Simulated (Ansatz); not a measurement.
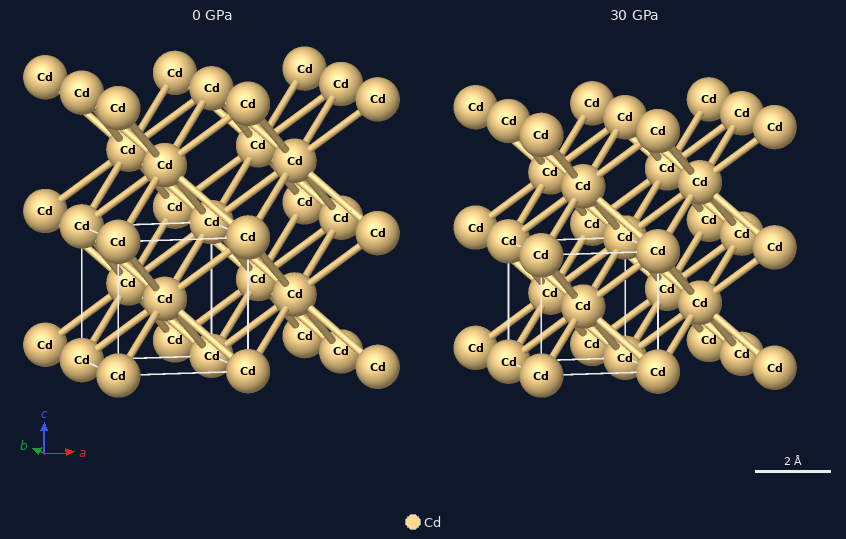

Solid Cd (set up in Im-3m), relaxed (cell and atoms) at several target pressures. The picture shows the first and the last member. A ball-and-stick model of the conventional cell (2 times the calculation's cell), repeated 2 × 2 × 2 with one cell outlined, seen slightly off an axis. Lengths and directions refer to the drawn axes.

Computed with Ansatz 0.2.0: PBE, Ansatz PAW. Set-up: plane-wave cutoff 420 eV; k-point mesh 10 × 10 × 10; occupations fermi-dirac; smearing width 0.05 eV; no spin polarisation; cell and atoms relaxed; force threshold 0.01 eV/Å.

| pressure (GPa) | volume (Å³/atom) | a (Å) |
| --- | --- | --- |
| 0 | 23.447 | 3.606 |
| 2 | 22.264 | 3.544 |
| 5 | 21.089 | 3.481 |
| 10 | ? | ? |
| 20 | 18.177 | 3.313 |
| 30 | 17.066 | 3.244 |

Fill in the missing row.

Murnaghan's form V = V₀(1 + B′P/B₀)^(−1/B′), with V₀ = 23.447 Å³ from the row at zero pressure, fits the other rows with B₀ = 34.5 GPa and B′ = 5.63 (largest miss 0.054 Å³). At 10 GPa it gives 23.447 × (1 + 5.63 × 10/34.5)^(−1/5.63) = 19.744 Å³ per atom. The calculation gives 19.821 Å³/atom (a = 3.410 Å). The estimate is 0.077 Å³/atom too low. From the first member to the last: Cd–Cd 3.123 → 2.809 Å.

The whole series:

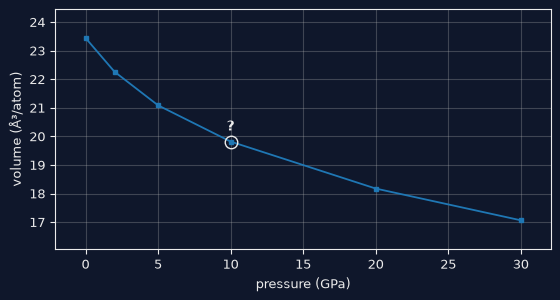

Each member starts from this one structure; whether another phase lies lower wasn't checked.
